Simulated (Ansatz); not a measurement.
Ca

```
Ca
1.0
     4.20155    0.00000    0.00000
    -2.10078    3.63865    0.00000
     0.00000    0.00000    5.85051
Ca
2
Direct
  0.33333 0.66667 0.25000
  0.66667 0.33333 0.75000
```

Space group P6₃/mmc.

Computed with Ansatz 0.2.0, DFT PBEsol, scalar-relativistic, plane waves, PAW.

Predict the valence pseudo-density and electron localisation function between the atoms.

Answer. Ca–Ca (4.20 Å): ρ is about 0.05 e/Å³ halfway; the ELF is about 0.50 at the midpoint; no localised pair shows between them.

Metal or insulator at this level of theory?

Answer. It is metallic or semimetallic at this level of theory: no gap opens.

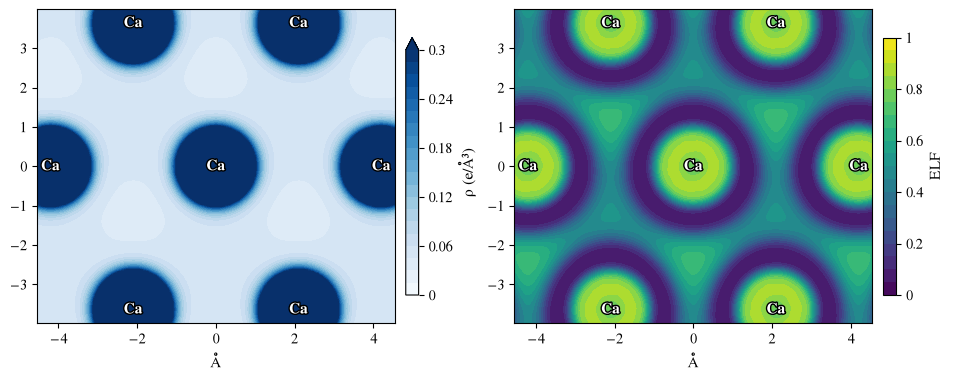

Computed valence pseudo-density and electron localisation function on the (001) plane of the conventional cell, in this order. 

In a PAW calculation such maps are meaningful between the atoms, not at the nuclei.
